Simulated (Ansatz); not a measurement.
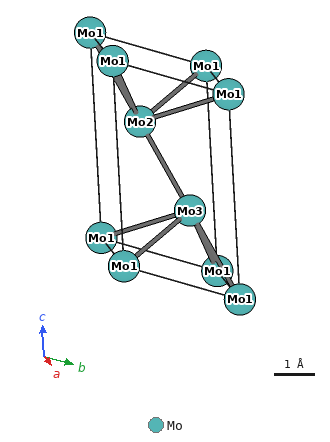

Figure 1. The input geometry (ball-and-stick view of the cell of the calculation, seen slightly off an axis; atoms are numbered from 1 in the order of the input). An atom can appear more than once, as a periodic image.

## Mo: geometry relaxation

The run: geometry relaxation of Mo (Im-3m, 3 atoms in the cell). Method and program: DFT PBEsol, scalar-relativistic, plane waves, PAW, no spin polarisation (Ansatz 0.2.0).

The structure derives from a Materials Project entry. It belongs to a series of runs on one base structure; here: 0 of 3 Mo sites taken by W, cell and atoms relaxed. Figures and captions count atoms from 1; the log counts them from 0 in places.

Output:
```
Engine: ansatz 0.2.0, x86_64-unknown-linux-gnu
Pseudopotentials: kind: paw
Pseudopotential: Mo, paw, valence charge 14, recommended cutoff 420 eV (normal), Mo.paw.azcp
Functional definition: PBEsol
  exchange = pbesol_x
  correlation = pbesol_c
Crystal: 3 atoms, lattice volume = 45.967 Å³
Basis set: ecut = 420 eV, 915 PW (Γ), exchange–correlation on 48×48×72 points (8 copies of the dense FFT grid, shifted against one another)
Bands: 26, of which v1, the nominal top of the filled ones, is band 21 counted from 1 (20 counted from 0)
Symmetry: 48 space group operations
Space group: Im-3m (ITA 229), of the structure as read, at distance tolerance 3.6e-5 Å
k-points: 244 of 2744
Non-local potential: Mo, projectors of the file, l = 0: 3, l = 1: 2, l = 2: 2, l = 3: 1
PAW form: soft (Blöchl's): semilocal exchange-correlation on the pseudo side does not see the compensation charge
PAW frozen core: Mo, regenerated for the run's functional, and the local potential with it (the file was generated under x = pbe(κ = 0.804, μ = 0.2195149727645171), c = pbe(β = 0.06672455060314922))
PAW one-centre angular grid: Mo, 590 points (default); XC on 64 Gauss nodes
Initial density: superposition of atomic densities (neutral atoms: chi_scale 0, normalization atom), corrected by the library's trained network
Initial wavefunctions: pseudopotential atomic-orbital guess
Functional: x = pbesol(κ = 0.804, μ = 0.12345679012345678), c = pbesol(β = 0.046)
SCF iter   1: F=—  HF=-14692.414585 eV  |F-HF|=—  |Δ(HF+E_count)|=         —  Δρ=6.42e-3  dr2=1.30e-2  ethr=1.77e-3  ⟨swp⟩=5.0  Hψ=25612  notcnv=0
preconditioner: auto → Kerker (q_TF=auto, 2.688 Å⁻¹)  [metal: Δε(μ)=0.009 eV  Ē_g=4.533 eV  σ=0.100 eV  W_gap=0.05  n_scr=12 (ndim 8)  ℏωp=23.2 eV  f_vac=0.000  D(μ)=2.27/eV (n_scr^D=24)]
SCF iter   2: F=—  HF=-14692.411239 eV  |F-HF|=—  |Δ(HF+E_count)|=   3.35e-3  Δρ=3.40e-3  dr2=3.44e-3  ethr=3.10e-5  ⟨swp⟩=1.9  Hψ=11447  notcnv=0
SCF iter   3: F=—  HF=-14692.410056 eV  |F-HF|=—  |Δ(HF+E_count)|=   1.18e-3  Δρ=3.75e-4  dr2=4.07e-5  ethr=8.20e-6  ⟨swp⟩=2.0  Hψ=8330  notcnv=0
SCF iter   4: F=—  HF=-14692.410043 eV  |F-HF|=—  |Δ(HF+E_count)|=   1.28e-5  Δρ=6.14e-5  dr2=7.38e-7  ethr=9.69e-8  ⟨swp⟩=2.0  Hψ=8314  notcnv=0
iter 5 did not close the SCF: its close was put off for the readings that it lacked (scf_convergence_deferred on its scf_iter line)
SCF iter   5: F=-14692.410043 eV  HF=-14692.410043 eV  |F-HF|=1.78e-9  |Δ(HF+E_count)|=   1.96e-8  Δρ=5.97e-6  dr2=9.82e-9  ethr=1.76e-9  ⟨swp⟩=2.8  Hψ=11130  notcnv=0
SCF iter   6: F=-14692.410043 eV  HF=-14692.410043 eV  |F-HF|=5.09e-11  |Δ(HF+E_count)|=  2.82e-10  Δρ=6.89e-7  dr2=9.51e-11  ethr=2.34e-11  ⟨swp⟩=3.3  Hψ=20288  notcnv=0
SCF 1 converged in 6 iterations: F = -14692.410043 eV  dr2 = 9.51e-11
  greatest PAW one-centre occupation: 0.999 electrons in one spin orbital (limit 2), on the Mo atom at site 2 (counted from 0), in its partial waves of l = 0
relax step   1: F+E_penalty+E_count = -14692.41004328 eV  Δ(F+E_penalty+E_count) = +0.000e0 eV  max|allowed force component| = 4.624e-29 eV/Å  Δτ_max = 0.0000 Å  P = +0.199 GPa  Ω = 45.967 Å³  (6 SCF iters, dr2 threshold 1.00e-7 eV, accepted)
Crystal: 3 atoms, lattice volume = 46.068 Å³
Initial density: handed on by an earlier stage of this run
Initial wavefunctions: those handed on with the density
iter 1 solved again at ethr=8.80e-9 eV; its pass at ethr=3.10e-3 eV (dr2=3.70e-6 eV) is discarded
SCF iter   1: F=—  HF=-14692.409958 eV  |F-HF|=—  |Δ(HF+E_count)|=         —  Δρ=1.27e-4  dr2=2.46e-6  ethr=8.80e-9  ⟨swp⟩=3.0  Hψ=36364  notcnv=0
preconditioner: auto → Kerker (q_TF=auto, 2.687 Å⁻¹)  [metal: Δε(μ)=0.001 eV  Ē_g=4.500 eV  σ=0.100 eV  W_gap=0.01  n_scr=12 (ndim 8)  ℏωp=23.2 eV  f_vac=0.000  D(μ)=2.29/eV (n_scr^D=24)]
SCF iter   2: F=—  HF=-14692.409959 eV  |F-HF|=—  |Δ(HF+E_count)|=   1.03e-6  Δρ=7.49e-5  dr2=9.11e-7  ethr=5.86e-9  ⟨swp⟩=1.0  Hψ=6344  notcnv=0
iter 3 did not close the SCF: its close was put off for the readings that it lacked (scf_convergence_deferred on its scf_iter line)
SCF iter   3: F=-14692.409960 eV  HF=-14692.409960 eV  |F-HF|=2.75e-10  |Δ(HF+E_count)|=   3.65e-7  Δρ=5.09e-6  dr2=7.90e-9  ethr=2.17e-9  ⟨swp⟩=1.0  Hψ=6344  notcnv=0
iter 4 did not close the SCF: its close was put off for the readings that it lacked (scf_convergence_deferred on its scf_iter line)
SCF iter   4: F=-14692.409960 eV  HF=-14692.409960 eV  |F-HF|=1.46e-11  |Δ(HF+E_count)|=   3.46e-9  Δρ=6.60e-7  dr2=7.41e-11  ethr=1.88e-11  ⟨swp⟩=2.0  Hψ=10747  notcnv=0
iter 5 did not close the SCF: its close was put off for the readings that it lacked (scf_convergence_deferred on its scf_iter line)
SCF iter   5: F=-14692.409960 eV  HF=-14692.409960 eV  |F-HF|=3.64e-12  |Δ(HF+E_count)|=    0.00e0  Δρ=1.09e-7  dr2=3.98e-12  ethr=1.00e-12  ⟨swp⟩=2.0  Hψ=11466  notcnv=0
SCF iter   6: F=-14692.409960 eV  HF=-14692.409960 eV  |F-HF|=7.28e-12  |Δ(HF+E_count)|=    0.00e0  Δρ=2.64e-8  dr2=1.50e-13  ethr=1.00e-12  ⟨swp⟩=1.0  Hψ=13664  notcnv=0
SCF 2 converged in 6 iterations: F = -14692.409960 eV  dr2 = 1.50e-13
relax step   2: F+E_penalty+E_count = -14692.40995955 eV  Δ(F+E_penalty+E_count) = +8.373e-5 eV  max|allowed force component| = 4.049e-29 eV/Å  Δτ_max = 0.0000 Å  P = -0.408 GPa  Ω = 46.068 Å³  energy of the carried Pulay correction = -1.782e-5 eV  (6 SCF iters, dr2 threshold 9.94e-8 eV, rejected (line search))
Crystal: 3 atoms, lattice volume = 46.000 Å³
iter 1 solved again at ethr=3.97e-9 eV; its pass at ethr=3.10e-3 eV (dr2=1.67e-6 eV) is discarded
SCF iter   1: F=—  HF=-14692.410057 eV  |F-HF|=—  |Δ(HF+E_count)|=         —  Δρ=8.53e-5  dr2=1.11e-6  ethr=3.97e-9  ⟨swp⟩=3.0  Hψ=36388  notcnv=0
preconditioner: auto → Kerker (q_TF=auto, 2.687 Å⁻¹)  [metal: Δε(μ)=0.001 eV  Ē_g=4.508 eV  σ=0.100 eV  W_gap=0.01  n_scr=12 (ndim 8)  ℏωp=23.2 eV  f_vac=0.000  D(μ)=2.29/eV (n_scr^D=24)]
SCF iter   2: F=—  HF=-14692.410058 eV  |F-HF|=—  |Δ(HF+E_count)|=   4.63e-7  Δρ=5.03e-5  dr2=4.11e-7  ethr=2.64e-9  ⟨swp⟩=1.0  Hψ=6344  notcnv=0
SCF iter   3: F=—  HF=-14692.410058 eV  |F-HF|=—  |Δ(HF+E_count)|=   1.66e-7  Δρ=3.38e-6  dr2=3.46e-9  ethr=9.79e-10  ⟨swp⟩=1.0  Hψ=6344  notcnv=0
iter 4 did not close the SCF: its close was put off for the readings that it lacked (scf_convergence_deferred on its scf_iter line)
SCF iter   4: F=-14692.410058 eV  HF=-14692.410058 eV  |F-HF|=2.00e-11  |Δ(HF+E_count)|=   1.62e-9  Δρ=4.43e-7  dr2=3.38e-11  ethr=8.24e-12  ⟨swp⟩=2.0  Hψ=10744  notcnv=0
iter 5 did not close the SCF: its close was put off for the readings that it lacked (scf_convergence_deferred on its scf_iter line)
SCF iter   5: F=-14692.410058 eV  HF=-14692.410058 eV  |F-HF|=5.46e-12  |Δ(HF+E_count)|=  7.28e-12  Δρ=8.07e-8  dr2=2.33e-12  ethr=1.00e-12  ⟨swp⟩=1.0  Hψ=6344  notcnv=0
iter 6 did not close the SCF: its close was put off for the readings that it lacked (scf_convergence_deferred on its scf_iter line)
SCF iter   6: F=-14692.410058 eV  HF=-14692.410058 eV  |F-HF|=1.82e-12  |Δ(HF+E_count)|=  3.64e-12  Δρ=2.13e-8  dr2=1.25e-13  ethr=1.00e-12  ⟨swp⟩=1.0  Hψ=6344  notcnv=0
iter 7 did not close the SCF: its close was put off for the readings that it lacked (scf_convergence_deferred on its scf_iter line)
SCF iter   7: F=-14692.410058 eV  HF=-14692.410058 eV  |F-HF|=0.00e0  |Δ(HF+E_count)|=  1.82e-12  Δρ=6.78e-9  dr2=8.71e-15  ethr=1.00e-12  ⟨swp⟩=1.0  Hψ=6344  notcnv=0
SCF iter   8: F=-14692.410058 eV  HF=-14692.410058 eV  |F-HF|=5.46e-12  |Δ(HF+E_count)|=  3.64e-12  Δρ=2.49e-9  dr2=1.89e-15  ethr=1.00e-12  ⟨swp⟩=1.0  Hψ=13664  notcnv=0
SCF 3 converged in 8 iterations: F = -14692.410058 eV  dr2 = 1.89e-15
relax step   3: F+E_penalty+E_count = -14692.41005783 eV  Δ(F+E_penalty+E_count) = -1.455e-5 eV  max|allowed force component| = 5.978e-29 eV/Å  Δτ_max = 0.0000 Å  P = -0.000 GPa  Ω = 46.000 Å³  energy of the carried Pulay correction = -5.840e-6 eV  (8 SCF iters, accepted)
Initial wavefunctions: pseudopotential atomic-orbital guess (no wavefunctions were taken with the density)
iter 1 solved again at ethr=1.01e-8 eV; its pass at ethr=3.10e-3 eV (dr2=4.25e-6 eV) is discarded
SCF iter   1: F=—  HF=-14692.410061 eV  |F-HF|=—  |Δ(HF+E_count)|=         —  Δρ=1.03e-6  dr2=9.04e-11  ethr=1.01e-8  ⟨swp⟩=3.5  Hψ=44484  notcnv=0
eigensolver tolerance schedule: the retry pair's looser diagonalisation over-reported the residual by 47081.36 of it (diagonalisation noise at 0.18 of the residual, at the tolerance the schedule requests for it); recorded, not acted on — ethr = c·dr2/N_el stays at c = 1.0e-1
iter 2 did not close the SCF: its close was put off for the readings that it lacked (scf_convergence_deferred on its scf_iter line)
SCF iter   2: F=-14692.410062 eV  HF=-14692.410062 eV  |F-HF|=5.46e-12  |Δ(HF+E_count)|=   1.08e-6  Δρ=4.68e-7  dr2=1.42e-11  ethr=1.00e-12  ⟨swp⟩=2.6  Hψ=12659  notcnv=0
iter 3 did not close the SCF: its close was put off for the readings that it lacked (scf_convergence_deferred on its scf_iter line)
SCF iter   3: F=-14692.410062 eV  HF=-14692.410062 eV  |F-HF|=7.28e-12  |Δ(HF+E_count)|=  3.64e-12  Δρ=2.03e-7  dr2=2.56e-12  ethr=1.00e-12  ⟨swp⟩=1.0  Hψ=6344  notcnv=0
iter 4 did not close the SCF: its close was put off for the readings that it lacked (scf_convergence_deferred on its scf_iter line)
SCF iter   4: F=-14692.410062 eV  HF=-14692.410062 eV  |F-HF|=3.64e-12  |Δ(HF+E_count)|=    0.00e0  Δρ=5.35e-9  dr2=3.89e-15  ethr=1.00e-12  ⟨swp⟩=1.0  Hψ=6344  notcnv=0
iter 5 did not close the SCF: its close was put off for the readings that it lacked (scf_convergence_deferred on its scf_iter line)
SCF iter   5: F=-14692.410062 eV  HF=-14692.410062 eV  |F-HF|=1.82e-12  |Δ(HF+E_count)|=  1.82e-12  Δρ=7.77e-10  dr2=2.31e-16  ethr=1.00e-12  ⟨swp⟩=1.0  Hψ=6344  notcnv=0
SCF iter   6: F=-14692.410062 eV  HF=-14692.410062 eV  |F-HF|=1.82e-12  |Δ(HF+E_count)|=    0.00e0  Δρ=2.55e-10  dr2=1.43e-17  ethr=1.00e-12  ⟨swp⟩=1.0  Hψ=13664  notcnv=0
SCF 4 converged in 6 iterations: F = -14692.410062 eV  dr2 = 1.43e-17
relax step   4: F+E_penalty+E_count = -14692.41006225 eV  Δ(F+E_penalty+E_count) = -4.414e-6 eV  max|allowed force component| = 1.120e-28 eV/Å  Δτ_max = 0.0000 Å  P = -0.001 GPa  Ω = 46.000 Å³  stress off target by 6.50e-4 GPa  SCF on the basis re-selected at this cell (its energy is not comparable with the rows above)  (6 SCF iters)
```

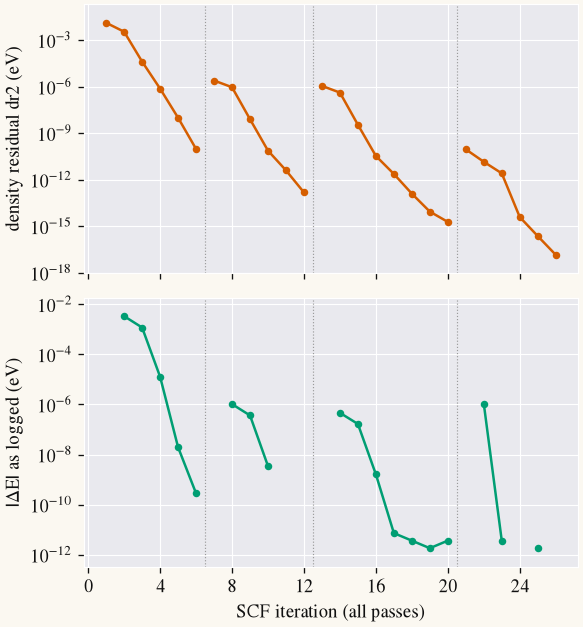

Figure 2. Convergence of the self-consistent field: density residual dr2 and size of the energy change against the SCF iteration. The dotted lines part the SCF passes of the relaxation: geometry steps, rejected trials and re-solves on a re-selected basis. The passes take 6, 6, 8 and 6 iterations.

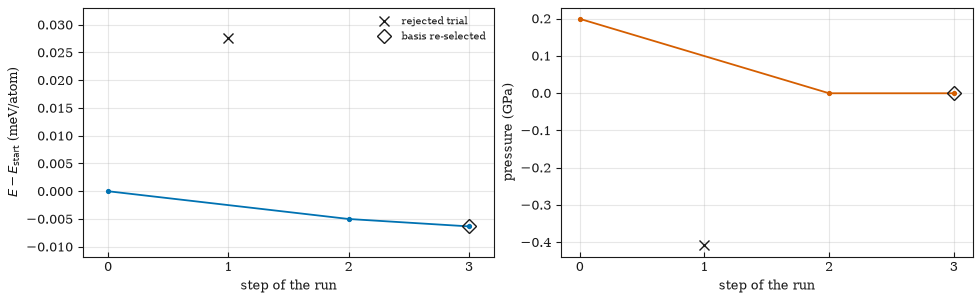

Figure 3. Progress of the relaxation, step by step (the first geometry is step 0 here and step 1 in the log). The atoms keep their places relative to the cell (all moves are under 0.005 Å). The volume changes by +0.1 %, with a = b 3.129 → 3.130 Å (0.0 %), c 5.189 → 5.191 Å (0.0 %). The space group stays Im-3m (No. 229). After 2 geometry steps the energy has fallen by next to nothing (0.0 meV per atom). All forces vanish by symmetry, so only the cell relaxes. Pressure: 0.20 GPa at the start and 0.00 GPa at the end. The line search rejected the trial step at point 1 (counted from 0) and went back. A last SCF at the same geometry on a re-selected plane-wave basis shifts the energy by next to nothing (0.0 meV per atom).

```
basis re-selected at this cell: Δ(F+E_penalty+E_count) = -4.414e-6 eV, ΔP = -0.000 GPa vs the last step (what re-selecting the basis moved, of the pressure what is left beyond the Pulay correction that the steps carried, after the strain that the cell walked since its last selection, with what the two solves' SCF thresholds leave and, on support functions, any second-order correction that the steps lacked; it is no measure of the basis error at this ecutwfc). This SCF's stress stands 6.50e-4 GPa from its target on what of the cell is left free (relax.cell.stress_tol is 1.50e-1 GPa) and its largest allowed force component is 1.12e-28 eV/Å (relax.f_tol is 1.50e-2 eV/Å): within both
SCF converged after 6 iterations
Free energy (F): -14692.410062 eV
Harris-Foulkes:  -14692.410062 eV  (|F-HF|=1.82e-12)
Internal energy: -14692.398631 eV  (E = F + TS)
E sigma→0 (E₀):  -14692.404347 eV
Entropy (-TS):   -0.011431 eV (-3.810 meV/atom)
Fermi energy:    21.463310 eV
--- Per-component energies (eV) ---
  E_band       = -149.877158
  E_kinetic    = 1324.757533
  E_local      = -2313.208327  (includes V_loc(G=0)·N_el)
  E_nonlocal   = 433.611721
  E_hartree    = 763.555031
  E_xc         = -548.131769
  E_vxc        = -686.634078  (∫ρ·V_xc dr)
  E_paw        = -9431.485054  (= ΣΔE_a)
  E_vpaw       = -435.514191  (= ΣTr[D̂ρ^β])
  E_aug_tail   = 0.000123  (compensation charges beyond the density's cutoff)
  E_ewald      = -4922.125787
  E_core_change = 0.627898  (= ΣΔE_core)
  E_smearing   = -0.011431  (= −TS)
  E_closure    = -0.000000  (closes the sum)
  Σ components = -14692.410062   (vs F -14692.410062, Δ=0.00e0)
--- Forces (eV/Å), atoms counted from 1 ---
  atom   1  Mo     0.00000000    -0.00000000     0.00000000
  atom   2  Mo     0.00000000     0.00000000     0.00000000
  atom   3  Mo     0.00000000    -0.00000000    -0.00000000
  max |Σ_I F_I| component: 3.36e-28 eV/Å
--- Stress (GPa, compression-positive) ---
       -0.000650       0.000000       0.000000
        0.000000      -0.000650      -0.000000
        0.000000       0.000000      -0.000272
  P = ⅓ Tr σ = -0.0005 GPa (-0.005 kbar)
--- Band table (eV; the first three rows and the last of 244) ---
  k-point 0: bands = ["-39.7575", "-39.3760", "-39.3760", "-13.9779", "-13.9779", "-13.7569", "-13.7569", "-13.7569", "-13.7569", "-12.9911", "-12.9911", "-12.9906", "14.1116", "17.1347", "17.1347", "17.4664", "17.4664", "20.0411", "20.0414", "20.0414", "22.1697", "22.1697", "22.1697", "22.1697", "23.1241", "23.1245"]
  k-point 1: bands = ["-39.7543", "-39.4067", "-39.3484", "-14.0012", "-13.9427", "-13.8216", "-13.8216", "-13.6866", "-13.6866", "-13.0032", "-12.9967", "-12.9967", "14.1636", "16.7957", "17.1651", "17.5198", "17.6892", "20.0375", "20.0375", "20.0638", "21.7071", "21.7071", "22.6854", "22.6854", "23.0528", "23.1490"]
  k-point 2: bands = ["-39.7450", "-39.4401", "-39.3245", "-14.0148", "-13.8944", "-13.8791", "-13.8791", "-13.6124", "-13.6124", "-13.0403", "-13.0131", "-13.0131", "14.3176", "16.5051", "16.8330", "17.7874", "17.9477", "20.0280", "20.0280", "20.1317", "21.3022", "21.3022", "22.8458", "22.9467", "23.2217", "23.2459"]
  k-point 243: bands = ["-39.4652", "-39.4623", "-39.4468", "-14.4173", "-14.3626", "-13.8084", "-13.7508", "-13.6973", "-13.5578", "-13.5204", "-13.1351", "-13.0790", "16.4285", "16.7491", "17.9397", "17.9498", "18.6423", "18.7522", "18.9146", "21.5320", "22.0664", "23.2968", "23.3873", "23.8386", "23.8552", "23.9396"]
--- Relaxed structure (3 steps of the walk, 2 accepted, 1 SCFs on fresh bases) ---
  F+E_penalty+E_count = -14692.41006225 eV   max|allowed force component| = 1.120e-28 eV/Å   (the final SCF, on the basis selected at the relaxed cell)
  cell:  # Å, volume = 46.0003 Å³
    - [3.1300915557459636, -2.1030684698341945e-35, 0.0]
    - [7.010228232780649e-36, 3.1300915557459636, 2.453579881473227e-35]
    - [-1.5650457778729818, -1.5650457778729818, 4.695114526949059]
  atoms:
    - { symbol: Mo, position: [0.0, 0.0, 0.0] }
    - { symbol: Mo, position: [0.3333333333333333, 0.3333333333333333, 0.6666666666666666] }
    - { symbol: Mo, position: [0.6666666666666666, 0.6666666666666666, 0.3333333333333333] }
```

Trajectory as extended XYZ (Å, eV, eV/Å), 4 frames, from step=1 to step=4:
```
3
Lattice="3.1293 0.0000 0.0000 0.0000 3.1293 0.0000 -1.5647 -1.5647 4.6940" Properties=species:S:1:pos:R:3:forces:R:3 step=1 energy=-14692.41004 pressure_GPa=0.20
Mo    0.0000    0.0000    0.0000    0.0000   0.0000   0.0000
Mo    0.0000    0.0000    3.1293    0.0000   0.0000   0.0000
Mo    1.5647    1.5647    1.5647    0.0000   0.0000   0.0000
3
Lattice="3.1316 0.0000 0.0000 0.0000 3.1316 0.0000 -1.5658 -1.5658 4.6974" Properties=species:S:1:pos:R:3:forces:R:3 step=2 energy=-14692.40996 pressure_GPa=-0.41 accepted=F
Mo    0.0000    0.0000    0.0000    0.0000   0.0000   0.0000
Mo    0.0000    0.0000    3.1316    0.0000   0.0000   0.0000
Mo    1.5658    1.5658    1.5658    0.0000   0.0000   0.0000
3
Lattice="3.1301 0.0000 0.0000 0.0000 3.1301 0.0000 -1.5650 -1.5650 4.6951" Properties=species:S:1:pos:R:3:forces:R:3 step=3 energy=-14692.41006 pressure_GPa=-0.00
Mo    0.0000    0.0000    0.0000    0.0000   0.0000   0.0000
Mo    0.0000    0.0000    3.1301    0.0000   0.0000   0.0000
Mo    1.5650    1.5650    1.5650    0.0000   0.0000   0.0000
3
Lattice="3.1301 0.0000 0.0000 0.0000 3.1301 0.0000 -1.5650 -1.5650 4.6951" Properties=species:S:1:pos:R:3:forces:R:3 step=4 energy=-14692.41006 pressure_GPa=-0.00
Mo    0.0000    0.0000    0.0000    0.0000   0.0000   0.0000
Mo    0.0000    0.0000    3.1301    0.0000   0.0000   0.0000
Mo    1.5650    1.5650    1.5650    0.0000   0.0000   0.0000
```

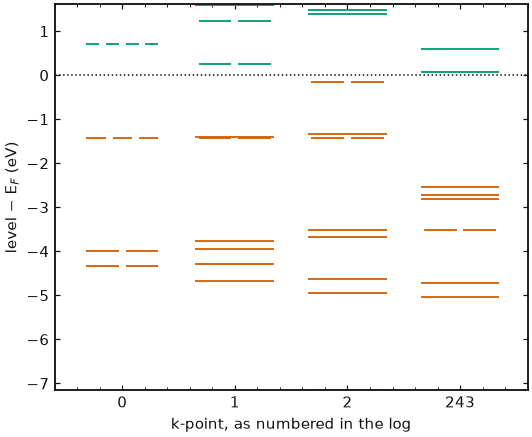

Figure 4. Kohn–Sham levels near the Fermi level (dotted) at the few k-points that the log prints; levels within 0.02 eV of each other stand side by side. The system is metallic on the full mesh.

This output came from the following input.

Input:
```yaml
crystal:
  lattice:
    - [3.1293399658, 0.0, 0.0]
    - [0.0, 3.1293399658, 0.0]
    - [-1.5646699829, -1.5646699829, 4.6940099487]
  atoms:
    - { symbol: Mo, position: [0.0, 0.0, 0.0] }
    - { symbol: Mo, position: [0.3333333333, 0.3333333333, 0.6666666667] }
    - { symbol: Mo, position: [0.6666666667, 0.6666666667, 0.3333333333] }
basis:
  ecutwfc: 420
kpoints:
  mp_grid: { grid: [14, 14, 14] }
hamiltonian:
  xc: pbesol
scf:
  occupations: { method: gaussian, width: 0.1 }
output:
  forces: true
  stress: true
  eigenvalues: true
relax:
  adjacent_minimum: "off"
  f_tol: 0.015
  max_steps: 60
  cell: { stress_tol: 0.15 }
```

Run as:
```bash
ansatz run input.yaml --threads 1 --pin off --max-ram 2560MiB --backend cpu --events-out ev --progress --plain --runs-dir out
```

Key numbers:

- outcome: converged
- space group (tolerance 0.01 Å): Im-3m (229)
- electrons treated: 42
- free energy: −14692.4101 eV
- Fermi energy: 21.463 eV
- gap on the k-point mesh: none (metallic)
- pressure: 0.00 GPa
- final volume: 46.00 Å³
- largest force (length of the vector) at the end: under 0.001 eV/Å
- final cell: a = 3.130 Å, b = 3.130 Å, c = 5.191 Å, α = 107.55°, β = 107.55°, γ = 90.00°
- hardware: 1 thread of AMD EPYC (Zen 3), 32 GiB of memory available, shared host
- wall time: 47 s
- peak memory: 0.56 GiB
